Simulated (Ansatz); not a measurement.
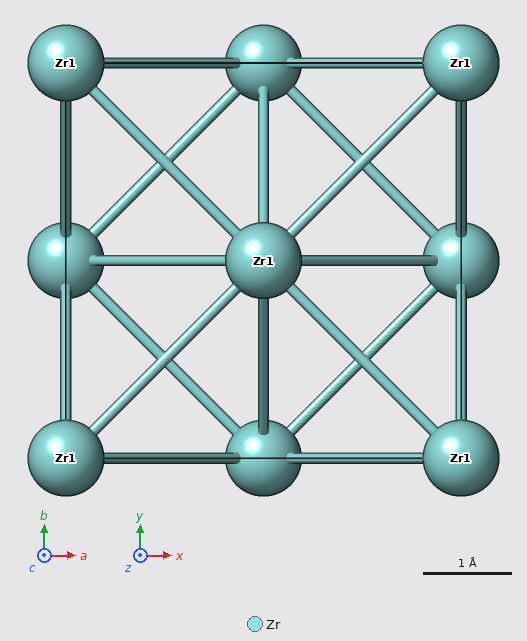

A crystal of Zr (Fm-3m): the cell is strained in shear in the xy plane, with the atoms kept at their fractional coordinates. x, y and z are the Cartesian axes of the input. The picture shows the reference cell. The picture is a ball-and-stick view of the conventional cell (4 times the calculation's cell), seen along the c axis. Lengths and directions refer to the drawn axes.

Method: Ansatz, DFT PBEsol, scalar-relativistic, plane waves, PAW. Settings: plane-wave cutoff 420 eV; k-point mesh 18 × 18 × 18; occupations gaussian; smearing width 0.15 eV; no spin polarisation. Energies (free energies at the smearing named) are counted from the cell as listed in its source, which wasn't relaxed.

Input
```yaml
crystal:
  lattice:
    - [0.0, 2.255, 2.255]
    - [2.255, 0.0, 2.255]
    - [2.255, 2.255, 0.0]
  atoms:
    - { symbol: Zr, position: [0.0, 0.0, 0.0] }
basis:
  ecutwfc: 420
kpoints:
  mp_grid: { grid: [18, 18, 18] }
hamiltonian:
  xc: pbesol
scf:
  occupations: { method: gaussian, width: 0.15 }
output:
  forces: true
  stress: true
  eigenvalues: true
```

**What energies does the calculation give (the strain: −0.1000, −0.0750, −0.0500, −0.0250, 0.0000, 0.0125, 0.0250, 0.0375, 0.0500, 0.0625, 0.0750, 0.0875, 0.1000)?**

```csv
engineering shear strain,E − E(ref) (meV/atom)
−0.1000,31.8
−0.0750,18.6
−0.0500,8.5
−0.0250,2.2
0.0000,0.0
0.0125,0.5
0.0250,2.2
0.0375,4.8
0.0500,8.5
0.0625,13.1
0.0750,18.6
0.0875,24.8
0.1000,31.8
```

Points that are alike by symmetry were computed once.

The lowest computed point lies at the strain 0.00 (0.0 meV/atom). The end points stand at 31.8 meV/atom (−0.10) and 31.8 meV/atom (0.10). The unrelaxed reference is under a pressure of −2.8 GPa. The distortion takes the space group from Fm-3m to Immm. At the strain −0.10 the cell of the drawing goes a 4.510 → 4.516 Å, b 4.510 → 4.516 Å, γ 90.0° → 95.7°.
